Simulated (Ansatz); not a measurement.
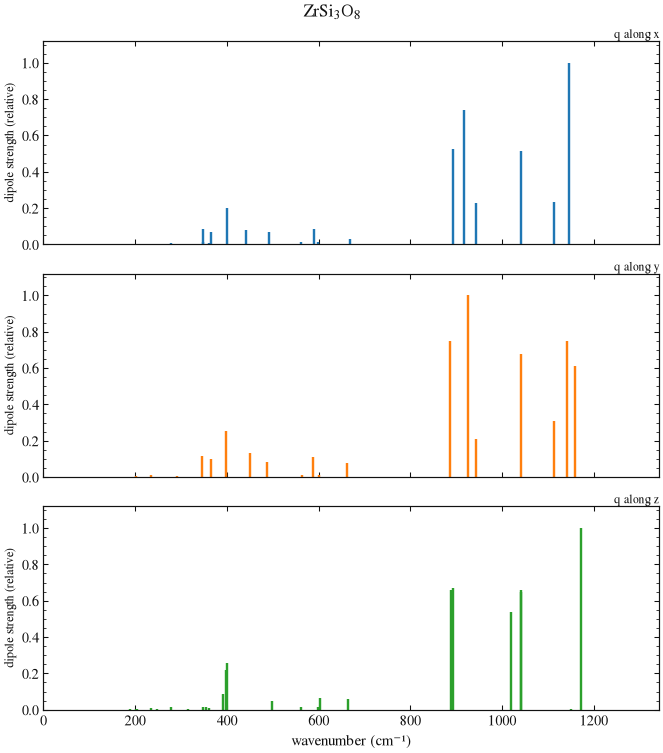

Plotted: polar optical modes, transverse and longitudinal, for each direction of approach to the zone centre for ZrSi₃O₈, space group C2 (No. 5) (cell built by us, not taken from a database). Each panel is scaled to its strongest line.

Structure:
```yaml
crystal:
  lattice:
    - [3.76329, -3.83106, -0.00046]
    - [3.76329, 3.83106, -0.00046]
    - [-0.00420, 0.00000, 7.61347]
  atoms:
    - { symbol: Zr, position: [0.47984, 0.52016, 0.00000] }
    - { symbol: Si, position: [0.97515, 0.47605, 0.73037] }
    - { symbol: Si, position: [0.52395, 0.02485, 0.26963] }
    - { symbol: Si, position: [0.02310, 0.97690, 0.50000] }
    - { symbol: O, position: [0.04203, 0.23984, 0.60580] }
    - { symbol: O, position: [0.53173, 0.85780, 0.09014] }
    - { symbol: O, position: [0.14220, 0.46827, 0.90986] }
    - { symbol: O, position: [0.76016, 0.95797, 0.39420] }
    - { symbol: O, position: [0.03777, 0.73932, 0.63167] }
    - { symbol: O, position: [0.53792, 0.31487, 0.20869] }
    - { symbol: O, position: [0.68513, 0.46208, 0.79131] }
    - { symbol: O, position: [0.26068, 0.96223, 0.36833] }
```

Method: optical phonons of an insulator on the approach to the zone centre along x, y and z with the field of polar modes, imaginary frequencies are negative, field response on a mesh refined by the program; plane waves with PAW datasets (Ansatz 0.2.0). Level: PBE, no spin polarisation.

- wave cutoff: 420 eV
- k mesh: 4×4×4
- occupations: fixed
- pressure: 0 GPa

Where do the polar lines stronger than 2 % of the strongest lie for each direction?

Answer. Along x the polar lines lie at 347.4, 366.4, 400.4, 441.9, 492.4, 589.4, 669.0, 892.6, 918.1, 943.6, 1041.9, 1112.8, 1145.4 cm⁻¹; along y the polar lines lie at 346.2, 366.2, 397.9, 450.5, 487.9, 589.0, 662.3, 886.1, 925.5, 942.6, 1041.5, 1113.0, 1140.9, 1158.1 cm⁻¹; along z the polar lines lie at 392.2, 398.6, 400.4, 498.6, 603.5, 664.7, 889.7, 892.6, 1018.9, 1041.5, 1041.9, 1172.5 cm⁻¹.

The computed values:

| at | frequency (cm⁻¹) | dipole strength ((D/Å)²/amu) |
| --- | --- | --- |
| x | 37.1 | 0 |
| x | 46.3 | 0 |
| x | 81.6 | 0.018 |
| x | 87.9 | 0.018 |
| x | 190.1 | 0.147 |
| x | 203.2 | 0.123 |
| x | 204.4 | 0.172 |
| x | 238.1 | 0.151 |
| x | 248.9 | 0.297 |
| x | 279.1 | 0.663 |
| x | 292.4 | 0.354 |
| x | 314.9 | 0.34 |
| x | 347.2 | 0.867 |
| x | 347.4 | 5.76 |
| x | 361.4 | 0.404 |
| x | 366.4 | 4.78 |
| x | 400.4 | 13.9 |
| x | 441.9 | 5.54 |
| x | 492.4 | 4.58 |
| x | 562.3 | 0.851 |
| x | 589.4 | 5.82 |
| x | 598.8 | 0.83 |
| x | 669.0 | 2.14 |
| x | 736.9 | 0.042 |
| x | 737.2 | 0.121 |
| x | 892.6 | 36.3 |
| x | 918.1 | 51.3 |
| x | 943.6 | 15.8 |
| x | 1022.7 | 0.035 |
| x | 1041.9 | 35.6 |
| x | 1112.8 | 16.2 |
| x | 1145.4 | 69.5 |
| x | 1151.0 | 0.297 |
| y | 37.1 | 0 |
| y | 46.3 | 0 |
| y | 81.5 | 0.021 |
| y | 87.7 | 0.026 |
| y | 190.8 | 0.031 |
| y | 202.6 | 0.214 |
| y | 205.3 | 0.044 |
| y | 235.6 | 0.554 |
| y | 250.1 | 0.06 |
| y | 281.4 | 0.137 |
| y | 292.4 | 0.353 |
| y | 315.8 | 0.059 |
| y | 346.2 | 5.99 |
| y | 349.0 | 0.098 |
| y | 362.2 | 0.046 |
| y | 366.2 | 5.05 |
| y | 397.9 | 13.3 |
| y | 450.5 | 7.03 |
| y | 487.9 | 4.29 |
| y | 565.0 | 0.602 |
| y | 589.0 | 5.66 |
| y | 601.3 | 0.628 |
| y | 662.3 | 4 |
| y | 737.0 | 0.015 |
| y | 737.2 | 0.12 |
| y | 886.1 | 39.1 |
| y | 925.5 | 52.2 |
(the first 60 of 99 rows)
